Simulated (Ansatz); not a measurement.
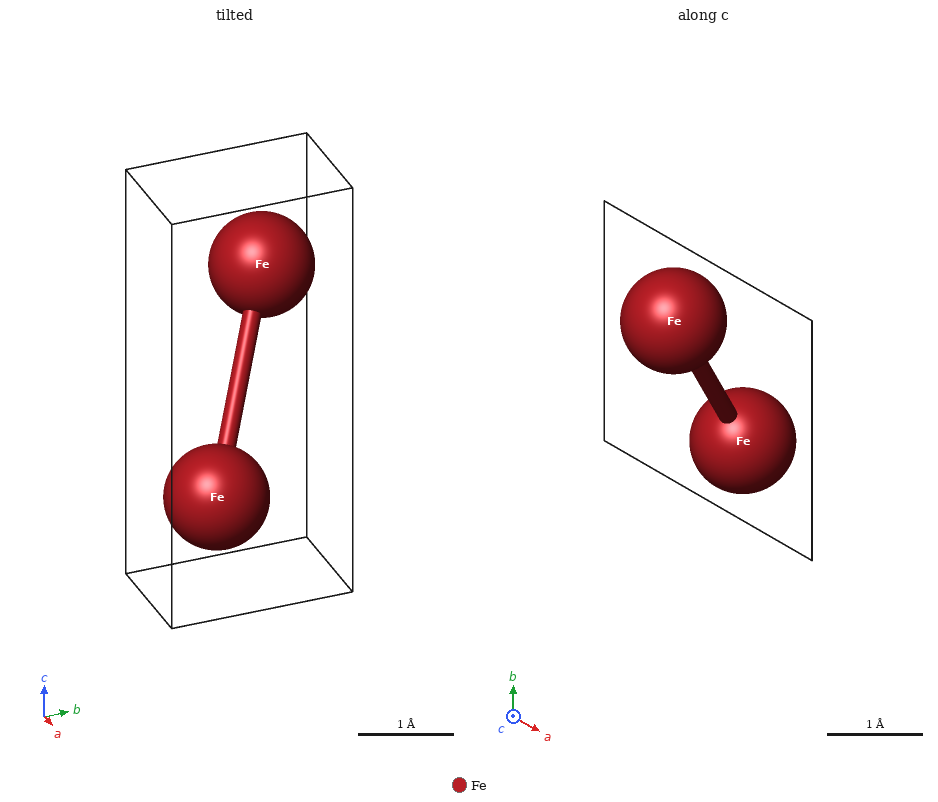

Ball-and-stick representation of a periodic structure, projected slightly off an axis and along the c axis. The lines enclose the conventional unit cell; boundary atoms appear with their images. Cell: a = 2.52 Å, b = 2.52 Å, c = 4.37 Å, α = 90.00°, β = 90.00°, γ = 120.00°.

Its origin is a structure type filled with this element by a generator (whether the element takes this form wasn't checked). Earlier steps of the study may have refined or changed the cell and positions. A calculation with Ansatz used it as input.

What is this?

The element is iron. The structure has P6_3/mmc (No. 194) symmetry and a primitive hexagonal lattice. In terms of structure types, this is hexagonal close-packed (Mg type). The cell holds two atoms. About every Fe there are twelve Fe in an anticuboctahedral arrangement at about 2.5 to 2.6 Å. The bonds build a three-dimensional framework.

Theory: DFT PBE, spin-orbit coupling, plane waves, PAW (Ansatz 0.2.0). Numerical settings: an energy cutoff of 600 eV, k-point mesh 18×18×10, Gaussian smearing of 0.05 eV, spinor wavefunctions.

Which atoms carry magnetic moments in this run, and how do they order?

The state reached is ferromagnetic. Sizes: Fe 2.5 μB; net moment 5.2 μB in the run's cell of 2 atoms.

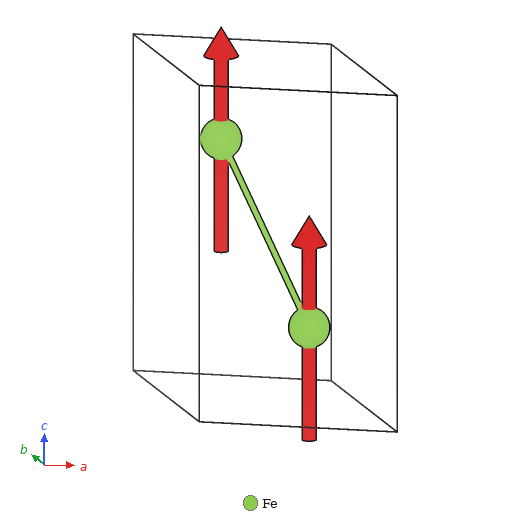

Site moments above 0.25 μB as arrows, small induced ones on non-metal atoms left out (red along the largest or up, blue against, purple across). The run's cell of 2 atoms is drawn.

Classify it as metallic or gapped, with the value.

A metal: bands cross the Fermi level.

Is this an equilibrium geometry for the method given?

Yes. All forces vanish to within 0.01 eV/Å. The pressure is 0.0 GPa, close to zero.
